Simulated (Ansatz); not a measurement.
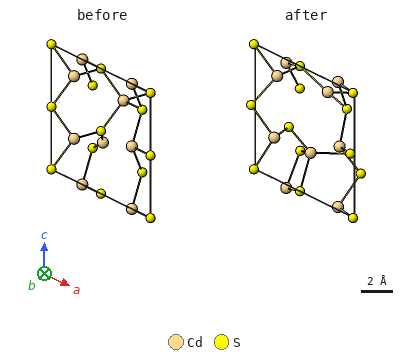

The structure of a defect cell of composition Cd7S8 (started half-way along a vacancy jump, in the symmetry of that start) before (left) and after (right) a relaxation, at one scale.

A ball-and-stick model of the cell of the calculation (origin shifted), seen along the b axis.

Computed with DFT PBE, scalar-relativistic, plane waves, PAW in Ansatz.

Input file:
```yaml
crystal:
  lattice:
    - [4.1971452149, 0.0, 6.8278104875]
    - [4.1971452149, 0.0, -6.8278104875]
    - [-4.1971452149, 7.2696687589, 0.0]
  atoms:
    - { symbol: Cd, position: [0.1687456107, 0.1645877227, 0.8333333333] }
    - { symbol: Cd, position: [0.6687456107, 0.6645877227, 0.3333333333] }
    - { symbol: Cd, position: [0.6687456107, 0.6645877227, 0.8333333333] }
    - { symbol: Cd, position: [0.377078944, 0.122921056, 0.25] }
    - { symbol: Cd, position: [0.5854122773, 0.0812543893, 0.6666666667] }
    - { symbol: Cd, position: [0.0854122773, 0.5812543893, 0.1666666667] }
    - { symbol: Cd, position: [0.0854122773, 0.5812543893, 0.6666666667] }
    - { symbol: S, position: [0.3570877227, 0.9762456107, 0.3333333333] }
    - { symbol: S, position: [0.3570877227, 0.9762456107, 0.8333333333] }
    - { symbol: S, position: [0.8570877227, 0.4762456107, 0.3333333333] }
    - { symbol: S, position: [0.8570877227, 0.4762456107, 0.8333333333] }
    - { symbol: S, position: [0.7737543893, 0.8929122773, 0.1666666667] }
    - { symbol: S, position: [0.7737543893, 0.8929122773, 0.6666666667] }
    - { symbol: S, position: [0.2737543893, 0.3929122773, 0.1666666667] }
    - { symbol: S, position: [0.2737543893, 0.3929122773, 0.6666666667] }
basis:
  ecutwfc: 420
kpoints:
  mp_grid: { grid: [4, 4, 4] }
hamiltonian:
  xc: pbe
scf:
  occupations: { method: gaussian, width: 0.05 }
output:
  forces: true
  stress: true
  eigenvalues: true
relax:
  adjacent_minimum: "off"
  f_tol: 0.02
  max_steps: 60
  escape_saddle: false
```

Launched with:
```bash
ansatz run input.yaml --threads 4 --pin off --max-ram 9216MiB --backend cpu --events-out ev --progress --plain --runs-dir out
```

Question: Describe what moved and what it gained.

Answer: The atom that moves furthest is S8 (1.11 Å roughly along [−3 −1 −1]). By element the largest moves are S 1.11 Å, Cd 0.76 Å. The lattice vectors keep their values. Among the contacts that change: S8–S12 4.186 → 2.115 Å, Cd4–S8 1.489 → 2.561 Å, Cd5–S8 2.565 → 3.591 Å, Cd4–S10 3.320 → 2.603 Å. New bonds form: Cd4–S10 (3.32 → 2.60 Å), Cd4–S9 (3.32 → 2.61 Å), S8–S12 (4.19 → 2.12 Å). Bonds break: Cd5–S8 (2.57 → 3.59 Å). Bond angles that change, for instance: S8–Cd4–S14 150.9° → 109.4°, S12–Cd3–S15 109.8° → 134.1°, S9–Cd5–S13 109.2° → 129.5°. The energy falls by 18.051 eV per cell of the calculation in 19 accepted moves (20 points after the start). The largest force component goes from 46 to 0.0056 eV/Å. The line search rejected the trial step at point 14 of the run. The run took 5.7 min on 4 threads of AMD EPYC 9R45 96-Core Processor (Zen 5), on a shared host, peak memory 2 GiB.

Limits of the set-up: the periodic images lie only 8.0 Å apart, so the values are limited by the cell's size.
